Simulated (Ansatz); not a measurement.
# Si: band-structure calculation

Si (P6₃/mmc, 4 atoms in the cell), computed with DFT, r2SCAN, plane waves, PAW, no spin polarisation (Ansatz 0.2.0).

The structure was built on a prototype by a generator. The geometry comes from this level: r2SCAN (a point of a series of strains). It belongs to a series of runs on one base structure; here: epitaxial_xy strain -2.0%.

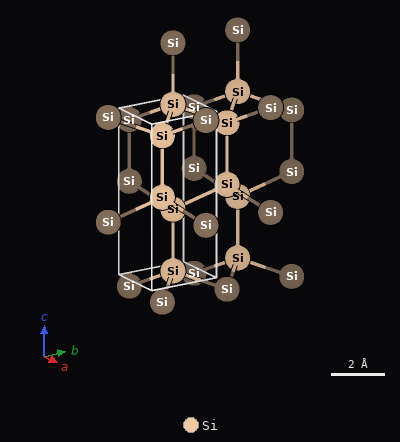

*The structure (ball-and-stick view of the cell of the calculation, repeated 1 × 2 × 1, seen slightly off an axis; neighbours outside the cell are drawn fainter).*

### The input
```yaml
crystal:
  lattice:
    - [3.7554869678, 0.0, 0.0]
    - [-1.8777434839, 3.2523471177, 0.0]
    - [0.0, 0.0, 6.3848732298]
  atoms:
    - { symbol: Si, position: [0.3333333333, 0.6666666667, 0.0023823099] }
    - { symbol: Si, position: [0.6666666667, 0.3333333333, 0.5023823099] }
    - { symbol: Si, position: [0.3333333333, 0.6666666667, 0.3726176901] }
    - { symbol: Si, position: [0.6666666667, 0.3333333333, 0.8726176901] }
kpoints:
  mp_grid: { grid: [12, 12, 4] }
  band_path:
    path:
      - [0.0, 0.0, 0.0]
      - [0.5, 0.0, 0.0]
      - [0.3333333333, 0.3333333333, 0.0]
      - [0.0, 0.0, 0.5]
      - [0.5, 0.0, 0.5]
      - [0.3333333333, 0.3333333333, 0.5]
      - [0.0, 0.5, 0.0]
    npoints: 1
hamiltonian:
  xc: r2scan
scf:
  occupations: { method: fixed }
  n_extra_bands: 5
output:
  forces: true
  stress: true
  eigenvalues: true
  write_density: true
  write_potential: true
  elf: true
  volumetric_format: npy
```

Launched with:
```bash
ansatz run input.yaml --threads 2 --pin off --max-ram 18432MiB --backend cpu --events-out ev --progress --plain --runs-dir out
```

### Output
```
scf.n_extra_bands = 5 over 8 filled bands (N_el = 16.0): the run solves 13 bands
Engine: ansatz 0.2.0, x86_64-unknown-linux-gnu
Pseudopotentials: kind: paw
Pseudopotential: Si, paw, valence charge 4, recommended cutoff 500 eV (meta_gga), Si.paw.azcp
Functional definition: r2SCAN
  parameter k0 = 0.174
  parameter k1 = 0.065
  parameter a1 = 4.9479
  exchange = r2scan_x(k0 = k0, k1 = k1, a1 = a1)
  correlation = r2scan_c
Crystal: 4 atoms, lattice volume = 77.986 Å³
Basis set: ecut = 500 eV, 1991 PW (Γ), exchange–correlation on 120×120×192 points (64 copies of the dense FFT grid, shifted against one another)
Bands: 13, of which v1, the nominal top of the filled ones, is band 8 counted from 1 (7 counted from 0)
Symmetry: 24 space group operations
Space group: P63/mmc (ITA 194), of the structure as read, at distance tolerance 4.3e-5 Å
k-points: 57 of 576
Non-local potential: Si, projectors of the file, l = 0: 2, l = 1: 2, l = 2: 2
PAW form: soft (Blöchl's): semilocal exchange-correlation on the pseudo side does not see the compensation charge
PAW frozen core: Si, regenerated for the run's functional (the file was generated under x = pbe(κ = 0.804, μ = 0.2195149727645171), c = pbe(β = 0.06672455060314922))
PAW one-centre angular grid: Si, 302 points (default); XC on 160 Gauss nodes
Initial density: superposition of atomic densities (neutral atoms: chi_scale 0, normalization atom), corrected by the library's trained network
Initial wavefunctions: pseudopotential atomic-orbital guess
Functional: x = r2scan, c = r2scan; τ floored in thin density (d = 2e-4 eV/Å³)
SCF iter   1: F=—  HF=-2556.130601 eV  |F-HF|=—  |Δ(HF+E_count)|=         —  Δρ=3.73e-3  dr2=7.91e-3  dr2_τ=2.76e-2  ethr=1.77e-3  ⟨swp⟩=4.6  Hψ=4240  notcnv=0  defer=151
preconditioner: auto → none  [insulator: Δε(μ)=0.575 eV  Ē_g=8.883 eV  n_scr=10 (ndim 8)  ℏωp=16.8 eV  f_vac=0.000  ε∞_Penn≈4.6]
SCF iter   2: F=—  HF=-2556.165744 eV  |F-HF|=—  |Δ(HF+E_count)|=   3.51e-2  Δρ=2.13e-3  dr2=2.37e-3  dr2_τ=1.22e-5  ethr=4.94e-5  ⟨swp⟩=2.1  Hψ=1773  notcnv=0  defer=168
SCF iter   3: F=—  HF=-2556.165660 eV  |F-HF|=—  |Δ(HF+E_count)|=   8.46e-5  Δρ=2.44e-4  dr2=3.52e-5  dr2_τ=1.53e-6  ethr=1.48e-5  ⟨swp⟩=2.2  Hψ=851  notcnv=0  defer=168
SCF iter   4: F=—  HF=-2556.165675 eV  |F-HF|=—  |Δ(HF+E_count)|=   1.47e-5  Δρ=5.57e-5  dr2=1.17e-6  dr2_τ=2.47e-8  ethr=2.20e-7  ⟨swp⟩=2.4  Hψ=1128  notcnv=0  defer=137
iter 5 did not close the SCF: its close was put off for the readings that it lacked (scf_convergence_deferred on its scf_iter line)
SCF iter   5: F=-2556.165676 eV  HF=-2556.165676 eV  |F-HF|=1.03e-7  |Δ(HF+E_count)|=   1.54e-6  Δρ=1.23e-5  dr2=4.16e-8  dr2_τ=1.04e-9  ethr=7.28e-9  ⟨swp⟩=2.8  Hψ=1182  notcnv=0  defer=137
SCF iter   6: F=-2556.165676 eV  HF=-2556.165676 eV  |F-HF|=2.70e-9  |Δ(HF+E_count)|=   1.11e-7  Δρ=2.51e-6  dr2=2.65e-9  dr2_τ=4.86e-11  ethr=2.60e-10  ⟨swp⟩=11.6  Hψ=6930  notcnv=0
SCF 1 converged in 6 iterations: F = -2556.165676 eV  dr2 = 2.65e-9
  greatest PAW one-centre occupation: 0.646 electrons in one spin orbital (limit 2), on the Si atom at site 3 (counted from 0), in its partial waves of l = 0
```

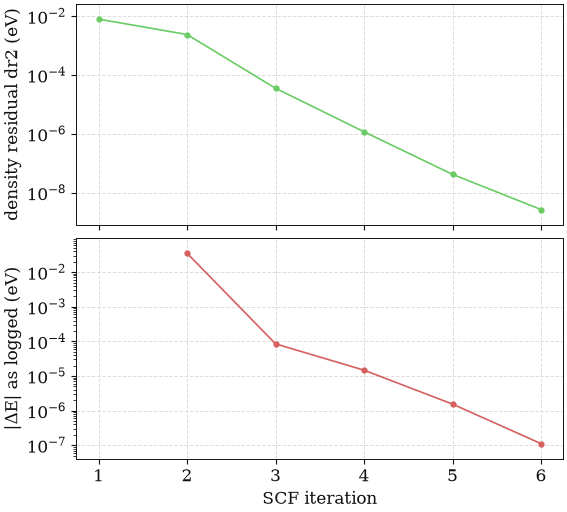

*Convergence of the self-consistent field: density residual dr2 and size of the energy change against the SCF iteration.*

The residual falls at every step.

```
NSCF: frozen V_eff on 7 k-points
SCF converged after 6 iterations
Free energy (F): -2556.165676 eV
Harris-Foulkes:  -2556.165676 eV  (|F-HF|=2.70e-9)
Internal energy: -2556.165676 eV  (E = F + TS)
E sigma→0 (E₀):  -2556.165676 eV
Fermi energy:    6.805592 eV
--- Per-component energies (eV) ---
  E_band       = 17.055632
  E_kinetic    = 163.903924
  E_local      = -104.340955  (includes V_loc(G=0)·N_el)
  E_nonlocal   = 100.900840
  E_hartree    = 29.656294
  E_xc         = -207.040850
  E_vxc        = -200.362079  (∫ρ·V_xc dr)
  E_paw        = -2078.275492  (= ΣΔE_a)
  E_vpaw       = -10.190176  (= ΣTr[D̂ρ^β])
  E_aug_tail   = 0.000017  (compensation charges beyond the density's cutoff)
  E_vtau       = 7.831412  (kinetic-family band-sum trace: ∫τ·v_τ [+ j·A + Jᵃ·Aᵃ] dr)
  E_ewald      = -460.663722
  E_core_change = -0.305732  (= ΣΔE_core)
  E_smearing   = -0.000000  (= −TS)
  E_closure    = -0.000000  (closes the sum)
  Σ components = -2556.165676   (vs F -2556.165676, Δ=0.00e0)
--- Forces (eV/Å), atoms counted from 1 ---
  atom   1  Si     0.00000000     0.00000000    -0.00080143
  atom   2  Si     0.00000000     0.00000000    -0.00080143
  atom   3  Si     0.00000000    -0.00000000     0.00080143
  atom   4  Si     0.00000000     0.00000000     0.00080143
  max |Σ_I F_I| component: 3.24e-17 eV/Å
--- Stress (GPa, compression-positive) ---
        5.118513      -0.000000       0.000000
        0.000000       5.118513       0.000000
        0.000000       0.000000      -0.001041
  P = ⅓ Tr σ = 3.4120 GPa (34.120 kbar)
--- Band table (eV; the first three rows and the last of 57) ---
  k-point 0: bands = ["-6.3002", "-3.9685", "-1.0422", "5.2555", "5.2555", "6.1362", "6.8056", "6.8056", "8.5318", "8.8775", "9.0051", "9.0051", "11.2258"]
  k-point 1: bands = ["-6.0924", "-4.5908", "-0.0223", "4.4492", "5.4153", "5.4153", "6.4625", "6.4625", "8.7178", "9.3275", "9.3275", "9.6030", "10.8015"]
  k-point 2: bands = ["-5.4882", "-5.4882", "2.0412", "2.0412", "5.8632", "5.8632", "5.8632", "5.8632", "9.2155", "9.2155", "10.0154", "10.0154", "10.0154"]
  k-point 56: bands = ["-2.4995", "-2.4995", "-1.1159", "-1.1159", "1.8651", "1.8651", "4.4079", "4.4079", "8.4088", "8.4088", "10.3638", "10.3638", "13.5810"]
```

### File bands.tsv
```
# k_distance	band_0	band_1	band_2	band_3	band_4	band_5	band_6	band_7	band_8	band_9	band_10	band_11	band_12
# fermi_ev = 6.805592
# lock_threshold_ev = 1e-6
# [0, 0, 0] at k_distance = 0.000000
# [0.5, 0, 0] at k_distance = 0.965946
# [0.3333333333, 0.3333333333, 0] at k_distance = 1.523636
# [0, 0, 0.5] at k_distance = 2.742721
# [0.5, 0, 0.5] at k_distance = 3.708668
# [0.3333333333, 0.3333333333, 0.5] at k_distance = 4.266357
# [0, 0.5, 0] at k_distance = 5.010076
# levels_relative_to = fermi_ev
# free_energy_ev = -2556.165676
# largest_residual_norms_ev = 1.320e-3 1.617e-3 1.398e-3 1.307e-3 1.206e-3 1.098e-3 1.215e-3 5.047e-4 1.517e-3 1.565e-3 2.391e-3 2.349e-3 2.424e-3
0.000000	-13.105752	-10.774099	-7.847756	-1.550132	-1.550132	-0.669363	0.000000	0.000000	1.726179	2.071885	2.199500	2.199500	4.420201
0.965946	-10.665746	-8.992971	-8.218806	-6.491022	-5.122822	-3.340817	-3.276357	-1.634963	0.608572	2.602948	2.928118	3.262888	4.445004
1.523636	-9.601121	-9.601121	-7.072692	-7.072692	-5.655373	-3.954481	-3.954481	-3.789292	0.698562	5.515809	5.515809	5.739706	5.739706
2.742721	-12.293768	-12.293768	-4.764382	-4.764382	-0.942342	-0.942342	-0.942342	-0.942342	2.409942	2.409942	3.209831	3.209831	3.209831
3.708668	-9.943260	-9.943260	-7.792476	-7.792476	-2.874141	-2.874141	-2.626359	-2.626359	1.011622	1.011622	1.700652	1.700652	5.874210
4.266357	-9.305140	-9.305140	-7.921503	-7.921503	-4.940525	-4.940525	-2.397683	-2.397683	1.603161	1.603161	3.558166	3.558166	6.775384
5.010076	-10.665746	-8.992971	-8.218806	-6.491022	-5.122822	-3.340817	-3.276357	-1.634963	0.608572	2.602948	2.928118	3.262888	4.445004
```

### File rho_z.tsv
```
# z_ang	rho[e/angstrom^3]
# format = ansatz-planar-average/11
# lattice	3.755486968	0.000000000	0.000000000
# lattice	-1.877743484	3.252347118	0.000000000
# lattice	0.000000000	0.000000000	6.384873230
# sites	4
# site	14	0.000000000	2.168231412	0.015210747
# site	14	1.877743484	1.084115706	3.207647362
# site	14	0.000000000	2.168231412	2.379116714
# site	14	1.877743484	1.084115706	5.571553329
0.000000	2.667137e-1
0.133018	2.342093e-1
0.266036	2.057097e-1
0.399055	1.839156e-1
0.532073	1.679728e-1
0.665091	1.551587e-1
0.798109	1.437059e-1
0.931127	1.340486e-1
1.064146	1.276123e-1
1.197164	1.253723e-1
1.330182	1.276123e-1
1.463200	1.340486e-1
1.596218	1.437059e-1
1.729236	1.551587e-1
1.862255	1.679728e-1
1.995273	1.839156e-1
2.128291	2.057097e-1
2.261309	2.342093e-1
2.394327	2.667137e-1
2.527346	2.973670e-1
2.660364	3.192793e-1
2.793382	3.272166e-1
2.926400	3.192793e-1
3.059418	2.973670e-1
3.192437	2.667137e-1
3.325455	2.342093e-1
3.458473	2.057097e-1
3.591491	1.839156e-1
3.724509	1.679728e-1
3.857528	1.551587e-1
3.990546	1.437059e-1
4.123564	1.340486e-1
4.256582	1.276123e-1
4.389600	1.253723e-1
4.522619	1.276123e-1
4.655637	1.340486e-1
4.788655	1.437059e-1
4.921673	1.551587e-1
5.054691	1.679728e-1
5.187709	1.839156e-1
5.320728	2.057097e-1
5.453746	2.342093e-1
5.586764	2.667137e-1
5.719782	2.973670e-1
5.852800	3.192793e-1
5.985819	3.272166e-1
6.118837	3.192793e-1
6.251855	2.973670e-1
```

### File v_z.tsv
```
# z_ang	v_es[eV]	v_tot[eV]
# format = ansatz-planar-average/11
# xc	r2scan
# density_cutoff_ev	2000
# datasets	Si=:simpson_from_first_knot:soft:shift=0
# lattice	3.755486968	0.000000000	0.000000000
# lattice	-1.877743484	3.252347118	0.000000000
# lattice	0.000000000	0.000000000	6.384873230
# sites	4
# site	14	0.000000000	2.168231412	0.015210747
# site	14	1.877743484	1.084115706	3.207647362
# site	14	0.000000000	2.168231412	2.379116714
# site	14	1.877743484	1.084115706	5.571553329
0.000000	-3.389201e0	-1.518807e1
0.133018	-2.329943e0	-1.357760e1
0.266036	-9.080814e-1	-1.153225e1
0.399055	8.742724e-1	-9.025524e0
0.532073	2.879075e0	-6.310063e0
0.665091	4.876513e0	-3.712294e0
0.798109	6.522885e0	-1.671509e0
0.931127	7.597810e0	-4.312200e-1
1.064146	8.196956e0	3.513302e-1
1.197164	8.400859e0	6.697534e-1
1.330182	8.196956e0	3.513302e-1
1.463200	7.597810e0	-4.312200e-1
1.596218	6.522885e0	-1.671509e0
1.729236	4.876513e0	-3.712294e0
1.862255	2.879075e0	-6.310063e0
1.995273	8.742724e-1	-9.025524e0
2.128291	-9.080814e-1	-1.153225e1
2.261309	-2.329943e0	-1.357760e1
2.394327	-3.389201e0	-1.518807e1
2.527346	-4.254580e0	-1.642768e1
2.660364	-4.895974e0	-1.722734e1
2.793382	-5.132581e0	-1.749182e1
2.926400	-4.895974e0	-1.722734e1
3.059418	-4.254580e0	-1.642768e1
3.192437	-3.389201e0	-1.518807e1
3.325455	-2.329943e0	-1.357760e1
3.458473	-9.080814e-1	-1.153225e1
3.591491	8.742724e-1	-9.025524e0
3.724509	2.879075e0	-6.310063e0
3.857528	4.876513e0	-3.712294e0
3.990546	6.522885e0	-1.671509e0
4.123564	7.597810e0	-4.312200e-1
4.256582	8.196956e0	3.513302e-1
4.389600	8.400859e0	6.697534e-1
4.522619	8.196956e0	3.513302e-1
4.655637	7.597810e0	-4.312200e-1
4.788655	6.522885e0	-1.671509e0
4.921673	4.876513e0	-3.712294e0
5.054691	2.879075e0	-6.310063e0
5.187709	8.742724e-1	-9.025524e0
5.320728	-9.080814e-1	-1.153225e1
5.453746	-2.329943e0	-1.357760e1
5.586764	-3.389201e0	-1.518807e1
5.719782	-4.254580e0	-1.642768e1
5.852800	-4.895974e0	-1.722734e1
5.985819	-5.132581e0	-1.749182e1
6.118837	-4.895974e0	-1.722734e1
6.251855	-4.254580e0	-1.642768e1
```

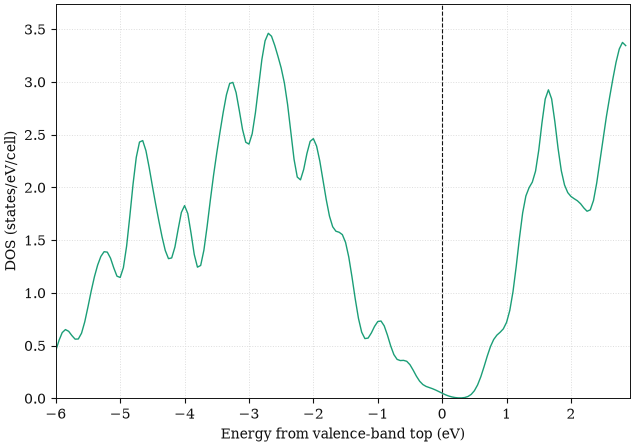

*Density of states (the curve is built from the levels of the k mesh with Gaussians 0.3 eV wide, which also blur the band edges), with energies from the valence-band top.*

There is a gap of 0.61 eV on the k-point mesh. Small ripples come from the finite k-point mesh.

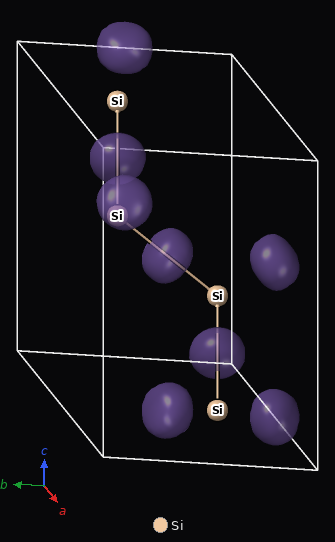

*Isosurface of the ELF at 0.9 (purple), seen at an oblique angle. Only the valence region is drawn (cores and ρ < 0.01 e/Å³ removed). Sticks mark near contacts. The outline is the cell set on symmetry axes.*

Along the contacts the grid gives the following. Si–Si (2.32 Å): the ELF peaks at about 0.95 between the atoms, which marks localised, shared-pair bonding. In a PAW calculation such maps are meaningful between the atoms, not at the nuclei.

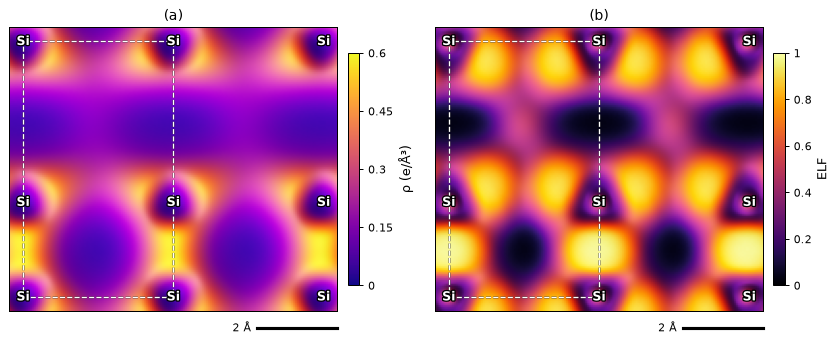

*(a) valence pseudo-density; (b) ELF on the (010) plane of the conventional cell.*

Atoms in the plane: Si. Si–Si (2.36 Å): the density is about 0.57 e/Å³ at the midpoint, a local maximum along the line; the ELF peaks at about 0.95 between the atoms, as expected for localised, shared-pair bonding. Away from the nuclei the density in this plane falls to 0.04 e/Å³ at its lowest.

### Key numbers

```csv
quantity,value
outcome,converged
space group (tolerance 0.01 Å),P6₃/mmc (194)
electrons treated,16
free energy,−2556.1657 eV
Fermi energy,6.806 eV
gap on the k-point mesh,0.61 eV
pressure,3.41 GPa
largest force (length of the vector),0.001 eV/Å
hardware,"2 threads of AMD EPYC (Zen 3), 264 GiB of memory available, shared host"
wall time,3.4 s (CPU time 6.5 s)
peak memory,0.69 GiB
```
